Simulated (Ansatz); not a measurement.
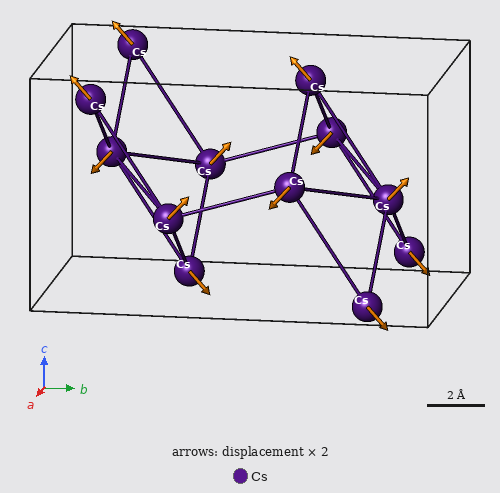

This is a relaxation of solid Cs (built on the alpha-gallium_64 type). The starting structure is drawn; orange arrows show the displacements (the part carried along by the change of the cell is left out), 2 times their true length.

The picture is a ball-and-stick view of the conventional cell (2 times the calculation's cell), seen slightly off an axis. Lengths and directions refer to the drawn axes.

Case: alpha-gallium type (Cmce, No. 64).

These are results of Ansatz, DFT PBEsol, scalar-relativistic, plane waves, PAW, not measurements. Set-up: plane-wave cutoff 420 eV; k-point mesh 6 × 6 × 6; occupations gaussian; smearing width 0.1 eV; no spin polarisation; cell and atoms relaxed; force threshold 0.01 eV/Å; at most 80 steps.

What happened in the run?

Answer. The largest moves relative to the cell, 0.57 Å, are those of Cs atoms. The volume changes by −13.4 %, with a 8.487 → 8.750 Å (+3.1 %), b 14.385 → 18.456 Å (+28.3 %), c 8.499 → 5.563 Å (−34.5 %). Near-neighbour distances that change, for instance: Cs–Cs 7.013 → 5.195 Å, Cs–Cs 5.259 → 6.177 Å, Cs–Cs 4.586 → 4.868 Å, Cs–Cs 5.092 → 5.172 Å. New bonds form: Cs–Cs (7.01 → 5.19 Å). Among the angles between lasting bonds that change: Cs–Cs–Cs 113.1° → 65.1°, Cs–Cs–Cs 106.5° → 147.2°, Cs–Cs–Cs 118.2° → 106.7°. The space group stays Cmce (No. 64). Over 19 accepted moves (21 points after the start) the energy falls by 102 meV per atom. The largest force component goes from 0.014 to 0.0015 eV/Å. Pressure: 0.01 GPa at the start and −0.01 GPa at the end. At 2 points the geometry stayed and the basis and grid were re-selected for the new cell (energy shift of 2.8 meV per atom at most each time). The run took of the order of 19 core-minutes on a shared host.
